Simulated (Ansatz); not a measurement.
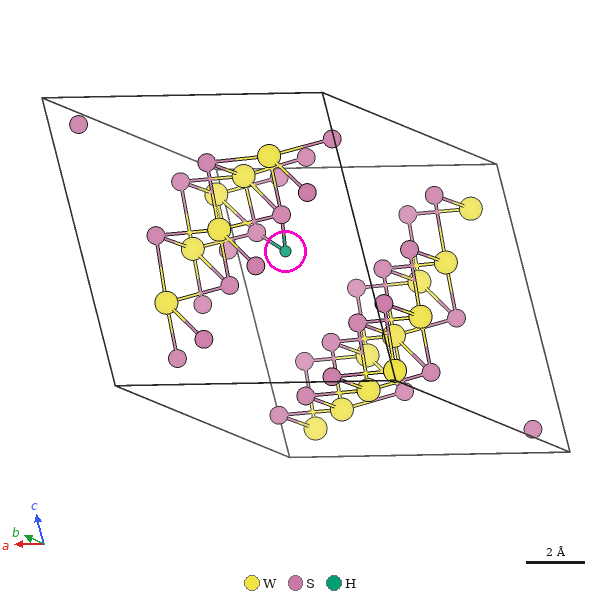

Structure drawing (ball-and-stick), viewed from a general direction. The lines enclose the supercell; boundary atoms appear with their images. The host is WS₂, in a cell of 48 sites, and the cell carries a charge of -1. A ring marks the defect's site.

**Identify the point defect.**

An interstitial hydrogen atom. It is bonded to two S in a bent arrangement at about 1.9 Å. Not all metal-metal contacts are counted.

The atoms were relaxed in the host's cell with DFT PBE, scalar-relativistic, plane waves, PAW in Ansatz 0.2.0.
